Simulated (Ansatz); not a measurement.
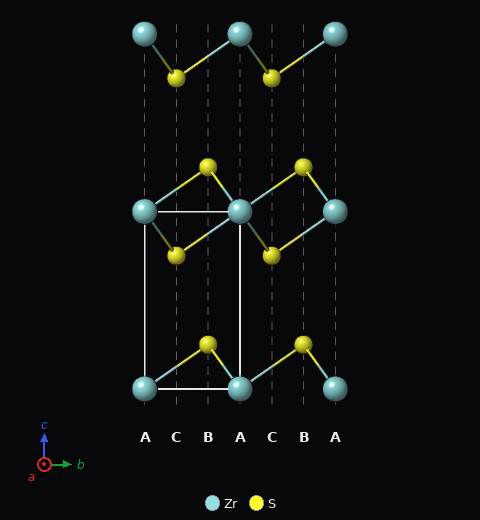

Projection along an edge of the hexagonal mesh, stacking direction c upwards. The dashed lines mark the three columns A (0, 0), B (1/3, 2/3) and C (2/3, 1/3). The sequence starts with the first layer at or above the cell's origin.

The compound is ZrS2, taken as a calculation's input that goes back to an entry of the Crystallography Open Database (an earlier step may have relaxed or displaced it).

Read off the stacking sequence over one period.

Answer. Zr(A) – S(B) – S(C) (three layers in 5.85 Å).

How are the S layers alone stacked?

Answer. S layers alone: BC, the hexagonal close-packed type.

Which positions between or in the S layers do the other atoms fill?

Answer. Zr: one octahedral site (per hexagonal cell). One of the two gaps between S layers is empty, 2.93 Å wide.

What short polytype symbol fits?

Answer. Polytype symbol 1T, the symbol of a layered MX2 polytype (number of slabs in the repeat and lattice).
